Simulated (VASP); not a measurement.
## Two runs on MgO

System: MgO (F-43m, 2 atoms in the cell).
Method of the first run: DFT, LDA, plane waves, PAW (VASP 6.6.1).

The structure was built on a prototype by a generator. The geometry comes from this level: PBE. 

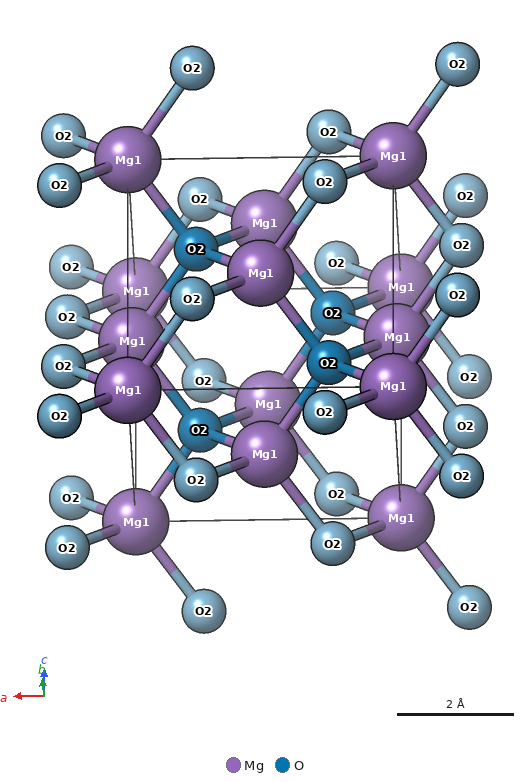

Fig. 1: The input geometry (ball-and-stick view of the cell 4 times as large as that of the calculation, set on its symmetry axes, seen at an oblique angle; neighbours outside the cell are drawn fainter; atoms are numbered from 1 in the order of the input). Near neighbours in the crystal (not all of them lie inside the picture): Mg has 4 O at 2.00 Å; O has 4 Mg at 2.00 Å.

INCAR, the first run:
```
ENCUT = 600.000000
SIGMA = 0.020000
EDIFF = 1.00e-07
EDIFFG = -5.00e-03
GGA = CA
PREC = Accurate
IBRION = 2
ISIF = 3
ISMEAR = -1
NBANDS = 11
NELM = 120
NSW = 40
LASPH = .TRUE.
LCHARG = .FALSE.
LWAVE = .FALSE.
LREAL = .FALSE.
```

KPOINTS, the first run:
```
KPOINTS created by Atomic Simulation Environment
0
Gamma
8 8 8
0 0 0
```

POSCAR, the first run:
```
Mg O
 1.0000000000000000
     0.0000000000000000    2.3060412378642976    2.3060412378642976
     2.3060412378642976    0.0000000000000000    2.3060412378642976
     2.3060412378642976    2.3060412378642976    0.0000000000000000
 Mg  O
   1   1
Cartesian
  0.0000000000000000  0.0000000000000000 -0.0000000000000000
  1.1530206189321488  1.1530206189321488  1.1530206189321488
```

Launched with:
```bash
mpirun -np 1 vasp_std
```

Hardware: 1 CPU thread, shared host.

OSZICAR and lines of OUTCAR (the first run):
```
N       E                     dE             d eps       ncg     rms          rms(c)
DAV:   1     0.187886842098E+02    0.18789E+02   -0.48509E+03   694   0.718E+02
DAV:   2    -0.144057522531E+02   -0.33194E+02   -0.32400E+02   727   0.149E+02
DAV:   3    -0.152736270641E+02   -0.86787E+00   -0.86712E+00   775   0.222E+01
DAV:   4    -0.152762548824E+02   -0.26278E-02   -0.26278E-02   701   0.139E+00
DAV:   5    -0.152762655344E+02   -0.10652E-04   -0.10652E-04   766   0.820E-02    0.819E+00
DAV:   6    -0.131662596081E+02    0.21100E+01   -0.13252E+01   698   0.190E+01    0.275E+00
DAV:   7    -0.131015383896E+02    0.64721E-01   -0.12855E-01   689   0.288E+00    0.147E+00
DAV:   8    -0.130685891942E+02    0.32949E-01   -0.56605E-02   698   0.232E+00    0.321E-01
DAV:   9    -0.130679908867E+02    0.59831E-03   -0.45948E-04   748   0.164E-01    0.222E-01
DAV:  10    -0.130675818975E+02    0.40899E-03   -0.94044E-04   698   0.269E-01    0.157E-02
DAV:  11    -0.130675776831E+02    0.42144E-05   -0.22974E-05   734   0.253E-02    0.609E-03
DAV:  12    -0.130675777395E+02   -0.56471E-07   -0.31225E-07   719   0.353E-03
   1 F= -.13067578E+02 E0= -.13067578E+02  d E =-.130676E+02
       N       E                     dE             d eps       ncg     rms          rms(c)
DAV:   1    -0.130676397237E+02   -0.62041E-04   -0.11194E-03   707   0.258E-01    0.593E-02
DAV:   2    -0.130675797678E+02    0.59956E-04   -0.46796E-04   707   0.118E-01    0.717E-03
DAV:   3    -0.130675782945E+02    0.14733E-05   -0.10422E-05   680   0.241E-02    0.344E-03
DAV:   4    -0.130675779882E+02    0.30629E-06   -0.46404E-07   674   0.532E-03    0.136E-03
DAV:   5    -0.130675779672E+02    0.21066E-07   -0.89410E-08   337   0.180E-03
   2 F= -.13067578E+02 E0= -.13067578E+02  d E =-.227640E-06
[... from OUTCAR:]
   NELECT =       8.0000    total number of electrons
 E-fermi :   1.0566
  free  energy   TOTEN  =       -13.0675779672 eV
  energy  without entropy=      -13.0675779671  energy(sigma->0) =      -13.06757797
```

The input of the second run differs as follows (lines with − go, lines with + come):
```diff
-ISIF = 3
-NELM = 120
+PSTRESS = 20
+ALGO = Damped
+TIME = 0.4
+ISIF = 7
+NELM = 93
```

Predict how the results change.

The second run ends 0.8 meV per atom lower: the change has altered the solution reached or how tightly it is converged. The pressure goes from −0.07 to 2.01 GPa. The volume per atom goes from 11.44 to 11.27 Å³. The SCF takes 58 iterations against 17.

OSZICAR and lines of OUTCAR (the second run):
```
N       E                     dE             d eps       ncg     rms           ort
DAV:   1     0.516494965360E+02    0.51649E+02   -0.47106E+03   319   0.792E+02
DAV:   2    -0.102702406259E+02   -0.61920E+02   -0.58209E+02   319   0.195E+02
DAV:   3    -0.148815384106E+02   -0.46113E+01   -0.45613E+01   319   0.598E+01
DAV:   4    -0.151639228384E+02   -0.28238E+00   -0.27998E+00   319   0.143E+01
DAV:   5    -0.151870265354E+02   -0.23104E-01   -0.22955E-01   319   0.397E+00
SDA:   6    -0.902254433331E+01    0.61645E+01   -0.63718E+01   319   0.159E+02   0.000E+00
DMP:   7    -0.126478737331E+02   -0.36253E+01   -0.56188E+00   319   0.672E+00   0.192E+01
[...]
DMP:   8    -0.130691159673E+02   -0.10547E-03   -0.77271E-04   319   0.128E-03   0.171E-03
DMP:   9    -0.130691709194E+02   -0.54952E-04   -0.27655E-04   319   0.380E-04   0.815E-04
DMP:  10    -0.130691887113E+02   -0.17792E-04   -0.65451E-05   319   0.879E-05   0.198E-04
DMP:  11    -0.130691923152E+02   -0.36039E-05   -0.15615E-05   319   0.327E-05   0.166E-05
DMP:  12    -0.130691931306E+02   -0.81538E-06   -0.68988E-06   319   0.166E-05   0.172E-06
DMP:  13    -0.130691935608E+02   -0.43018E-06   -0.39349E-06   319   0.821E-06   0.426E-06
DMP:  14    -0.130691938368E+02   -0.27598E-06   -0.19950E-06   319   0.347E-06   0.396E-06
DMP:  15    -0.130691939740E+02   -0.13724E-06   -0.72087E-07   319   0.109E-06   0.187E-06
DMP:  16    -0.130691940202E+02   -0.46230E-07   -0.21617E-07   319   0.346E-07   0.509E-07
   3 F= -.12787916E+02 E0= -.12787916E+02  d E =-.692947E-01
[... from OUTCAR:]
   NELECT =       8.0000    total number of electrons
 E-fermi :   1.1921
  free  energy   TOTEN  =       -13.0691940202 eV
  energy  without entropy=      -13.0691940202  energy(sigma->0) =      -13.06919402
```

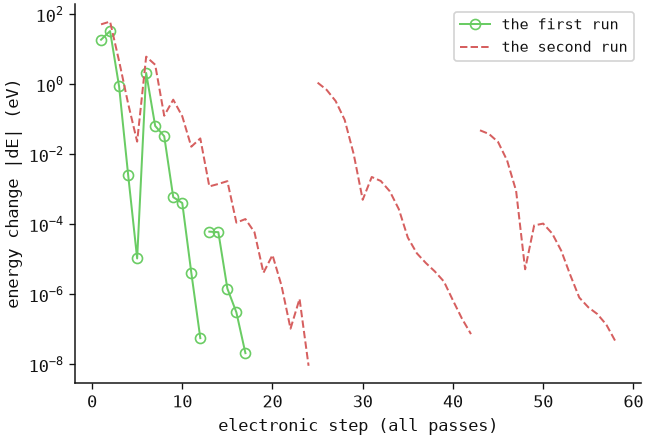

Fig. 2: Convergence of the two runs: energy change |dE| against the electronic step. A break in a curve parts two SCF passes. The first run takes 17 steps in all, and the second run takes 58.

The two runs side by side:

```csv
quantity,the first run,the second run
outcome,converged,converged
free energy per atom (eV),−6.5338,−6.5346
pressure (GPa),−0.07,2.01
volume per atom (Å³),11.44,11.27
largest force (eV/Å),0.000,0.000
SCF iterations,17,58
irreducible k-points,29,29
```

For both runs: The volume changed by more than 5 % on the plane waves of the start, so the result carries a basis error; a second relaxation from the end is advised.
